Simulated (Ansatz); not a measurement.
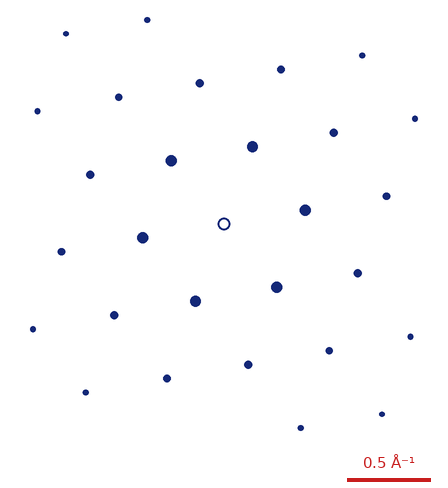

Kinematic zone-axis pattern, calculated for 300 keV electrons with B = 0.5 Å².

Candidate phases (model or computed cells):
A. Ni, space group Im-3m (No. 229), a = 2.848 Å
B. Rb, space group Pm-3m (No. 221), a = 4.759 Å
C. W, space group Fm-3m (No. 225), a = 3.999 Å
D. Ru, space group Im-3m (No. 229), a = 3.07 Å

> Identify the phase and the zone axis.

Candidate A (Ni), along [111] or an equivalent direction. The spots form a hexagonal net with both shortest vectors at d = 2.01 Å, 60.0° apart. They index as -1 1 0 and -1 0 1; no zone of the other candidates with indices up to 3 has this net.
